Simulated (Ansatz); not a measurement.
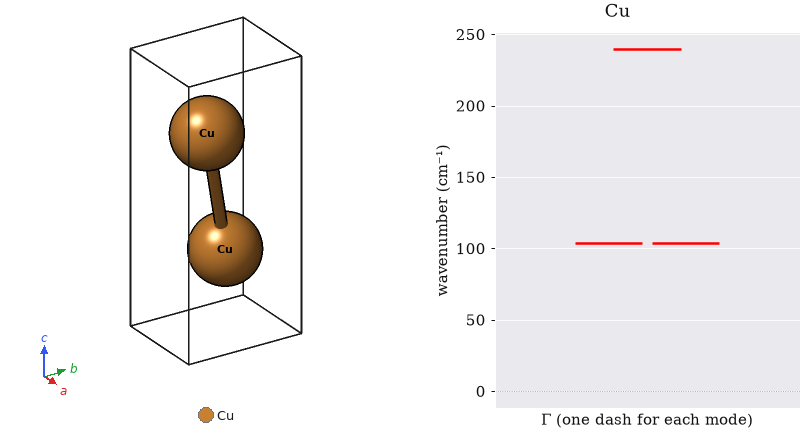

The figure shows the zone-centre optical phonon frequencies (the three acoustic modes are left out) for Cu, space group P6_3/mmc (No. 194). The conventional cell is drawn beside the plot.

The given structure:
```xyz
2
Lattice="2.5631 0.0000 0.0000 -1.2815 2.2197 0.0000 0.0000 0.0000 4.2100" Properties=species:S:1:pos:R:3 pbc="T T T"
Cu    1.2815    0.7399    3.1575
Cu    0.0000    1.4798    1.0525
```

Calculation (Ansatz 0.2.0): harmonic phonon frequencies at the zone centre with atoms at rest in the given cell, without the long-range term of polar modes, the three translations left out, imaginary frequencies are negative; plane waves with PAW datasets, Γ-centred k mesh. Level: PBE, no spin polarisation.

- wave cutoff: 420 eV
- k mesh: 24×24×14
- occupations: Fermi–Dirac
- smearing width: 0.15 eV
- pressure: 0 GPa
- phonon method: linear response

### Is the structure dynamically stable by these modes?

No frequency is imaginary, so the structure is stable to these displacements (zone-boundary modes weren't tested here).

### Where does the highest mode lie?

The highest mode lies at 239.4 cm⁻¹.

Note: metal sensitive to the k mesh.
